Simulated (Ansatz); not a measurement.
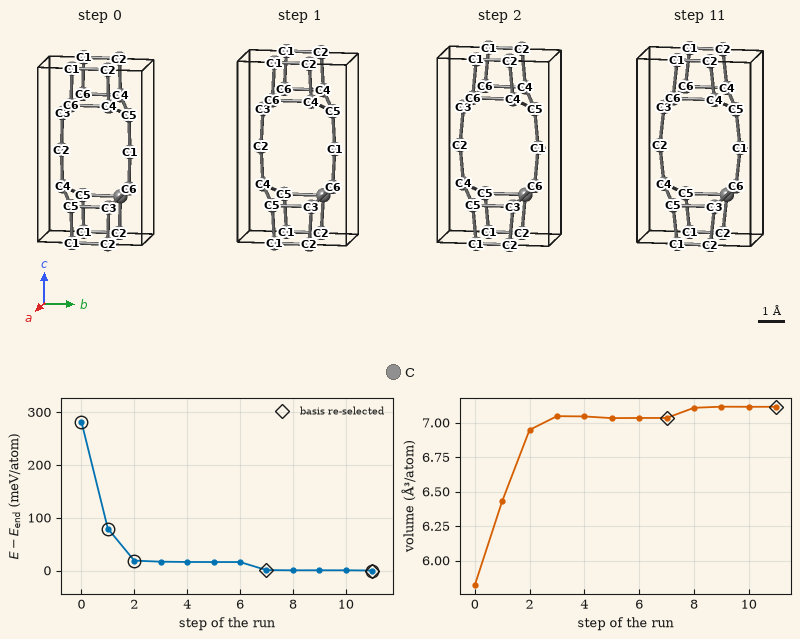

Frames of a relaxation of solid C (a generated structure, set up in Immm) (coarse preliminary run), marked on the history of the run. The picture is a ball-and-stick view of the conventional cell (2 times the calculation's cell), seen slightly off an axis. Lengths and directions refer to the drawn axes.

These are results of Ansatz 0.2.0, DFT PBE, scalar-relativistic, plane waves, PAW, not measurements.

The input:
```yaml
crystal:
  lattice:
    - [-1.22032379, 2.06741568, 3.45996679]
    - [1.22032379, -2.06741568, 3.45996679]
    - [1.22032379, 2.06741568, -3.45996679]
  atoms:
    - { symbol: C, position: [0.32903363, 0.0, 0.32903363] }
    - { symbol: C, position: [0.67096637, 0.0, 0.67096637] }
    - { symbol: C, position: [0.89157211, 0.21019186, 0.68138025] }
    - { symbol: C, position: [0.47118839, 0.78980814, 0.68138025] }
    - { symbol: C, position: [0.52881161, 0.21019186, 0.31861975] }
    - { symbol: C, position: [0.10842789, 0.78980814, 0.31861975] }
basis:
  ecutwfc: 420
kpoints:
  mp_grid: { grid: [8, 8, 8] }
hamiltonian:
  xc: pbe
scf:
  occupations: { method: gaussian, width: 0.1 }
  lower_state_search: "off"
output:
  forces: true
  stress: true
  eigenvalues: true
relax:
  adjacent_minimum: "off"
  f_tol: 0.04
  max_steps: 70
  cell: { stress_tol: 0.4 }
```

Run as
```bash
ansatz run input.yaml --threads 1 --pin off --max-ram 2560MiB --backend cpu --events-out ev --progress --plain --runs-dir out
```

Q: Describe the path.

A: The largest moves relative to the cell, 0.11 Å, are those of C1 and C2. C2 goes along −b. The volume changes by +22.3 %, with a 2.441 → 2.599 Å (+6.5 %), b 4.135 → 4.505 Å (+9.0 %), c 6.920 → 7.291 Å (+5.4 %). Near-neighbour distances that change, for instance: C3–C5 1.500 → 1.645 Å, C3–C6 1.454 → 1.554 Å, C1–C2 1.414 → 1.318 Å, C1–C5 1.455 → 1.534 Å. Bond angles that change, for instance: C5–C1–C6 176.6° → 167.8°, C2–C1–C5 91.7° → 96.1°, C2–C4–C6 88.3° → 83.9°. The space group stays Immm (No. 71). After 9 accepted moves (11 points after the start) the energy has fallen by 282 meV per atom. Largest force component: 2.8 eV/Å at the start, 0.007 eV/Å at the end. The pressure goes from 67.19 to 0.01 GPa. The SCF was repeated twice at an unchanged geometry on a basis and grid sized afresh for the cell, which shifted the energy by 15.2 meV per atom at most. The run took 110 s on 1 thread of Intel(R) Xeon(R) Processor @ 2.50GHz (Skylake/Cascade Lake), on a shared host, peak memory 0.38 GiB. From step 0 to 1: C atoms move most (0.05 Å), volume +10.5 %, energy −203 meV per atom. From step 1 to 2: C atoms move most (0.05 Å), volume +8.1 %, energy −60.8 meV per atom. From step 2 to 11: volume +2.4 %, energy −18.7 meV per atom.

| step | E − E(0), meV/atom | largest force component, eV/Å | pressure, GPa | volume, Å³/atom | note |
| --- | --- | --- | --- | --- | --- |
| 0 | 0.00 | 2.8464 | 67.19 | 5.819 |  |
| 1 | -202.67 | 2.1528 | 24.05 | 6.429 |  |
| 2 | -263.45 | 0.4777 | 2.65 | 6.948 |  |
| 3 | -265.43 | 0.2271 | -0.50 | 7.047 |  |
| 4 | -265.98 | 0.0839 | -0.52 | 7.045 |  |
| 5 | -266.10 | 0.0377 | 0.24 | 7.033 |  |
| 6 | -266.12 | 0.0140 | 0.02 | 7.034 |  |
| 7 | -281.37 | 0.0412 | 2.60 | 7.034 | same geometry, new basis |
| 8 | -281.74 | 0.0592 | 0.06 | 7.108 |  |
| 9 | -281.72 | 0.0501 | 0.05 | 7.116 |  |
| 10 | -281.72 | 0.0058 | 0.00 | 7.115 |  |
| 11 | -282.13 | 0.0070 | 0.01 | 7.115 | same geometry, new basis |
